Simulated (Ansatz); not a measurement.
ZnS: several calculations on one system

### Relaxation

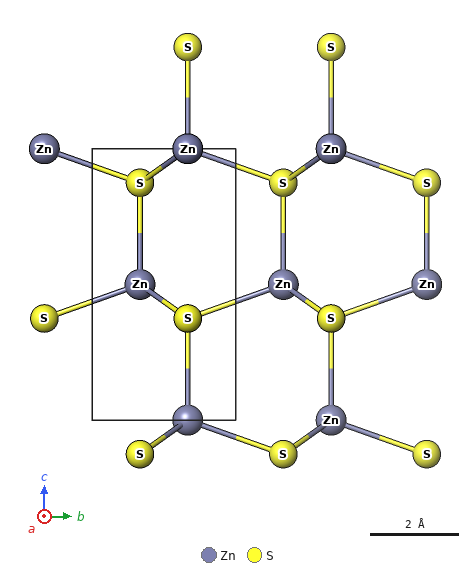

A crystal of ZnS (set up in P6_3mc), before the relaxation. A ball-and-stick model of the cell of the calculation, repeated 1 × 2 × 1 with one cell outlined, seen along the a axis.

Theory: Ansatz 0.2.0, DFT PBE, scalar-relativistic, plane waves, PAW.

Input
```yaml
crystal:
  lattice:
    - [3.8057964671, 0.0, 0.0]
    - [-1.9028982335, 3.2959164221, 0.0]
    - [0.0, 0.0, 6.23798163]
  atoms:
    - { symbol: Zn, position: [0.33333333, 0.66666667, 0.00013968] }
    - { symbol: Zn, position: [0.66666667, 0.33333333, 0.50013968] }
    - { symbol: S, position: [0.33333333, 0.66666667, 0.37486032] }
    - { symbol: S, position: [0.66666667, 0.33333333, 0.87486032] }
basis:
  ecutwfc: 420
kpoints:
  mp_grid: { grid: [12, 12, 6] }
hamiltonian:
  xc: pbe
scf:
  occupations: { method: gaussian, width: 0.02 }
output:
  forces: true
  stress: true
  eigenvalues: true
  write_density: true
  write_potential: true
  elf: true
  volumetric_format: npy
relax:
  adjacent_minimum: "off"
  f_tol: 0.005
  max_steps: 80
  cell: { stress_tol: 0.05 }
```

Launched with:
```bash
ansatz run input.yaml --threads 1 --pin off --max-ram 2560MiB --backend cpu --events-out ev --progress --plain --runs-dir out
```

What does the optimiser find from here?

The energy falls by 4.4 meV per atom in 2 accepted moves (3 points after the start). Largest force component: 0.011 eV/Å at the start, 0.00097 eV/Å at the end. The pressure goes from 2.33 to 0.05 GPa. At 1 point the geometry stayed and the basis and grid were re-selected for the new cell (energy shift of 0.3 meV per atom at most each time). No atom moves by more than 0.005 Å relative to the cell. The drawn cell changes as follows: a = b 3.806 → 3.844 Å (+1.0 %), c 6.238 → 6.305 Å (+1.1 %); the volume changes by +3.1 %. Some distances before and after: Zn1–S4 2.332 → 2.356 Å, Zn1–S3 2.338 → 2.361 Å. The space group stays P6_3mc (No. 186).

The end point in the same view:

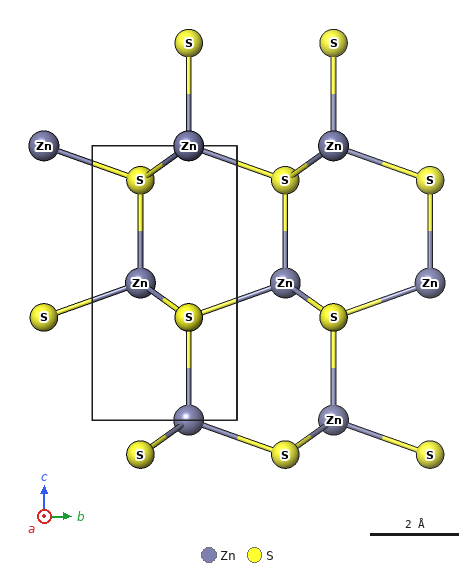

### A change

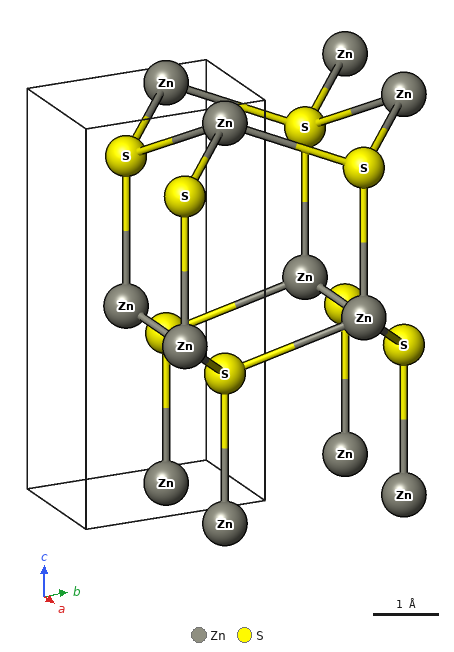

This is solid ZnS (set up in P6_3mc). Style: ball-and-stick. Shown: the cell of the calculation, repeated 2 × 2 × 1 with one cell outlined, slightly off an axis.

Theory: Ansatz, DFT PBE, scalar-relativistic, plane waves, PAW. (plane-wave cutoff 420 eV; k-point mesh 12 × 12 × 4; occupations gaussian; smearing width 0.02 eV; no spin polarisation)

The variant: Strain along c alone, −3.0 %, is applied. The other axes are held and the atoms relaxed.

Input file:
```yaml
crystal:
  lattice:
    - [3.8440669355, 0.0, 0.0]
    - [-1.9220334677, 3.32905962, 0.0]
    - [0.0, 0.0, 6.1155037694]
  atoms:
    - { symbol: Zn, position: [0.3333333333, 0.6666666667, -0.0015722767] }
    - { symbol: Zn, position: [0.6666666667, 0.3333333333, 0.4984277233] }
    - { symbol: S, position: [0.3333333333, 0.6666666667, 0.3765722767] }
    - { symbol: S, position: [0.6666666667, 0.3333333333, 0.8765722767] }
basis:
  ecutwfc: 420
kpoints:
  mp_grid: { grid: [12, 12, 4] }
hamiltonian:
  xc: pbe
scf:
  occupations: { method: gaussian, width: 0.02 }
output:
  forces: true
  stress: true
  eigenvalues: true
relax:
  adjacent_minimum: "off"
  f_tol: 0.008
  max_steps: 40
```

Launched with:
```bash
ansatz run input.yaml --threads 1 --pin off --max-ram 2560MiB --backend cpu --events-out ev --progress --plain --runs-dir out
```

What is the effect?

Cell: a = b unchanged at 3.844 Å, c 6.305 → 6.116 Å (−3.0 %). Volume −3.0 %. The largest moves relative to the cell, 0.018 Å, are those of Zn1, Zn2, S3 and S4. S4 goes along +c. By element the largest moves are S 0.018 Å, Zn 0.018 Å. Among the bonded contacts that change: S–Zn 2.357 → 2.325 to 2.337 Å. The space group stays P6_3mc (No. 186). The energy rises by 8.1 meV per atom. The pressure goes from 0.0 to 2.4 GPa. The principal stresses (compression positive) are 4.3 GPa along c and 1.4 GPa across it.

The changed structure in the same view:

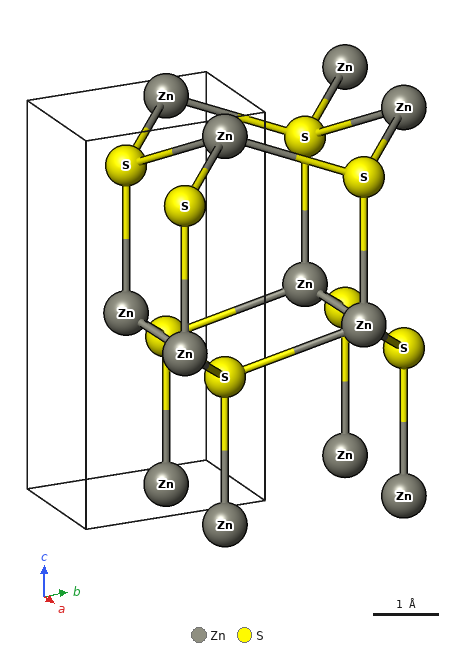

### Series

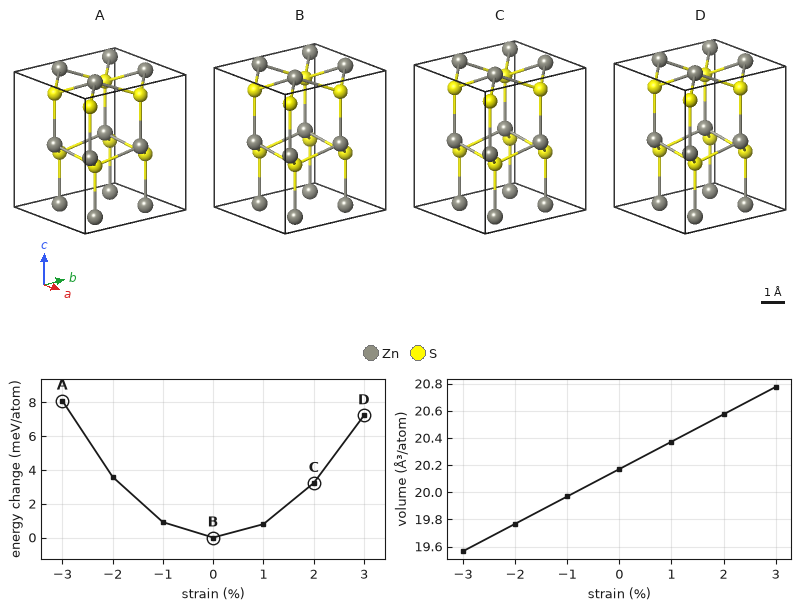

Members of a series of calculations on a crystal of ZnS (set up in P6_3mc), marked on the first curve. The picture is a ball-and-stick view of the cell of the calculation, repeated to show the pattern, seen from a free direction.

Computed with Ansatz, DFT PBE, scalar-relativistic, plane waves, PAW. Set-up: plane-wave cutoff 420 eV; k-point mesh 12 × 12 × 4; occupations gaussian; smearing width 0.02 eV; no spin polarisation.

Describe the series.

Strain along c alone, the other axes held, atoms relaxed. A (strain −3.0 %): energy change 8.1 meV/atom, volume 19.57 Å³ per atom. B (strain 0.0 %): energy change 0.0 meV/atom, volume 20.17 Å³ per atom. C (strain 2.0 %): energy change 3.2 meV/atom, volume 20.57 Å³ per atom. D (strain 3.0 %): energy change 7.2 meV/atom, volume 20.78 Å³ per atom. The rest compares A with D. The volume changes by +6.2 %, with a = b unchanged at 7.688 Å, c 6.116 → 6.494 Å (+6.2 %). Some distances before and after: S–Zn 2.334 → 2.373 to 2.406 Å.
